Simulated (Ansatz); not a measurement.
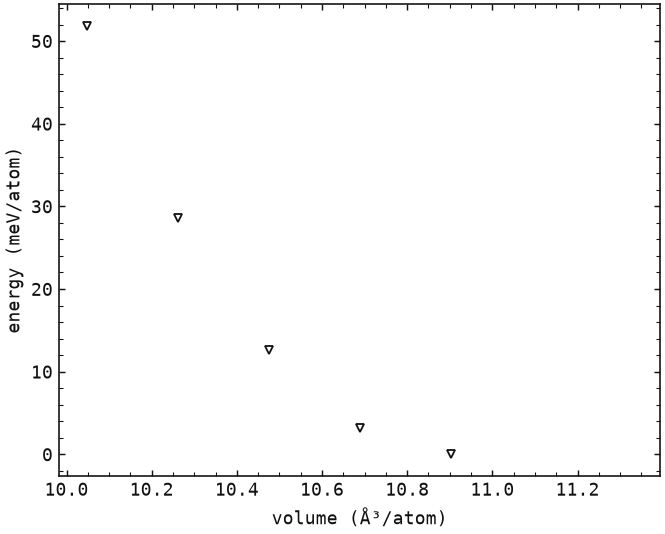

The figure shows the energy against volume for Co, space group P6_3/mmc (No. 194).

Cell as given: a = 2.471 Å, b = 2.471 Å, c = 8.088 Å, α = 90.00°, β = 90.00°, γ = 120.00°; 4 atoms.

Method: plane-wave DFT, collinear spins; energies at scaled volumes of the given cell, shape and fractions fixed, counted from the fit's minimum, third-order Birch-Murnaghan fit (Ansatz 0.2.0). Level: PBE, collinear spin.

k mesh 12×12×4; occupations Fermi–Dirac; smearing width 0.05 eV; potentials SPMS NC; wave cutoff 843.6 eV; density cutoff 3374 eV.

The points at volume 11.12 Å³/atom and 11.33 Å³/atom are left out of the plot. What values does the calculation give there?

```tsv
volume (Å³/atom)	energy (meV/atom)
11.12	2.29
11.33	9.48
```

Keep in mind: shape and atomic fractions are frozen while scaling, which makes layered, chain and framework solids too stiff.
